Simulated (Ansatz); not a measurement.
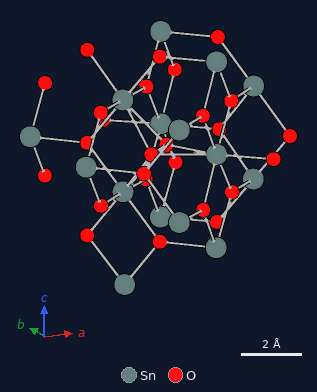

Starting structure of a defect cell of composition Sn$_{24}$O$_{49}$ (cell charge −2). A ball-and-stick model of the atoms within 5.0 Å of the atom that moves most (axes of the cell of the calculation (origin shifted)), seen slightly off an axis.

All numbers below come from DFT, PBEsol, PAW, plane waves (Ansatz).

(plane-wave cutoff 420 eV; k-point mesh 1 × 1 × 1; mesh shifted by (0.25, 0.25, 0.25); no spin polarisation; atoms relaxed in a fixed cell; force threshold 0.03 eV/Å; at most 80 steps)

```
Sn O
1.0
     9.53809    0.00000    0.00000
     0.00000    9.53809    0.00000
     0.00000    0.00000    9.63630
Sn O
24 49
Cartesian
  9.5340 9.4970 9.6141
  0.0221 9.5017 3.2443
  9.5272 9.5178 6.4125
  0.0298 4.7862 0.0022
  0.0010 4.8046 3.2155
  0.0031 4.7768 6.4430
  4.7806 0.0071 9.5958
  4.7655 0.0161 3.2203
  4.7546 9.5322 6.4281
  4.7830 4.7131 0.0353
  4.7570 4.7870 3.2328
  4.7478 4.7801 6.4140
  2.3768 2.4027 1.6023
  2.3647 2.3711 4.8455
  2.3817 2.3808 8.0141
  2.3681 7.1608 1.6057
  2.3827 7.1588 4.8427
  2.3888 7.1690 8.0085
  7.1471 2.4142 1.5933
  7.1572 2.3979 4.8243
  7.1482 2.3810 8.0332
  7.1460 7.1583 1.6076
  7.1646 7.1571 4.8378
  7.1630 7.1703 8.0308
  1.4900 1.4574 9.6250
  1.4841 1.4444 3.2164
  1.4421 1.4073 6.4571
  1.4221 6.2602 0.0103
  1.4671 6.1981 3.1699
  1.4867 6.2449 6.4290
  6.2231 1.4695 0.0056
  6.2521 1.4423 3.1979
  6.2542 1.4716 6.4506
  6.2195 6.2272 0.0054
  6.2292 6.2642 3.1992
  6.2322 6.2179 6.4182
  3.2772 3.2765 9.6132
  3.3232 3.3381 3.2015
  3.3201 3.3538 6.4267
  3.2940 8.1008 9.5999
  3.3091 8.0739 3.2056
  3.3139 8.0730 6.4123
  8.0711 3.3165 9.6221
  8.1162 3.3210 3.2303
  8.0816 3.3043 6.3986
  8.1157 8.0819 9.6339
  8.0941 8.0665 3.2175
  8.0698 8.0717 6.4243
  0.9181 3.8446 1.6340
  0.9121 3.8011 4.8382
  0.9296 3.8393 8.0050
  0.9307 8.5993 1.5993
  0.9166 8.5817 4.8321
  0.9658 8.6052 7.9913
  5.6917 3.8275 1.6273
  5.1709 3.3281 4.8041
  5.7000 3.8534 8.0245
  5.7188 8.6191 1.6045
  5.6805 8.6191 4.7862
  5.6858 8.5910 8.0558
  3.8482 0.9349 1.5895
  3.8693 0.9373 4.7934
  3.8361 0.9173 8.0617
  3.8289 5.6810 1.6148
  3.8342 5.6897 4.8159
  3.8408 5.7029 8.0321
  8.6161 0.9139 1.5894
  8.6122 0.9314 4.8459
  8.6437 0.9126 8.0710
  8.5992 5.7015 1.6243
  8.6734 5.6929 4.8296
  8.6209 5.6862 8.0250
  6.1770 4.3900 4.8187
```

Where does the relaxation end?

The largest move is that of O73, 0.47 Å along [0 −1 2]. By element the largest moves are O 0.47 Å, Sn 0.14 Å. The cell doesn't change. Near-neighbour distances that change, for instance: Sn11–O73 2.165 → 2.687 Å, Sn12–O56 2.209 → 2.688 Å, Sn11–O56 2.184 → 2.049 Å, Sn20–O45 2.038 → 2.108 Å. Among the angles between lasting bonds that change: Sn11–O56–O73 69.7° → 97.3°, Sn12–O73–O56 71.7° → 97.4°, Sn11–O56–Sn20 117.5° → 137.6°. After 8 geometry steps the energy has fallen by 1.503 eV per cell of the calculation. Largest force component: 2.3 eV/Å at the start, 0.016 eV/Å at the end.

History of the run:

```tsv
step	E − E(0), meV/atom	largest force component, eV/Å
0	0.00	2.2680
1	-11.96	1.0469
2	-14.22	0.9161
3	-18.06	0.8366
4	-20.02	0.6078
5	-20.49	0.2566
6	-20.52	0.1086
7	-20.59	0.0158
8	-20.59	0.0158
```

The end point in the same view:

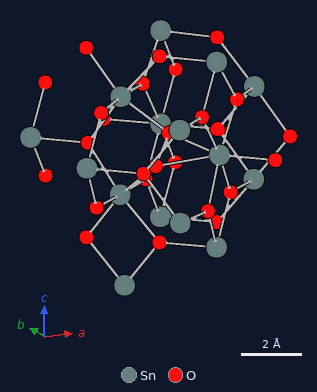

Limits of the set-up: the cell is charged, on a uniform background, and energies carry no finite-size correction.
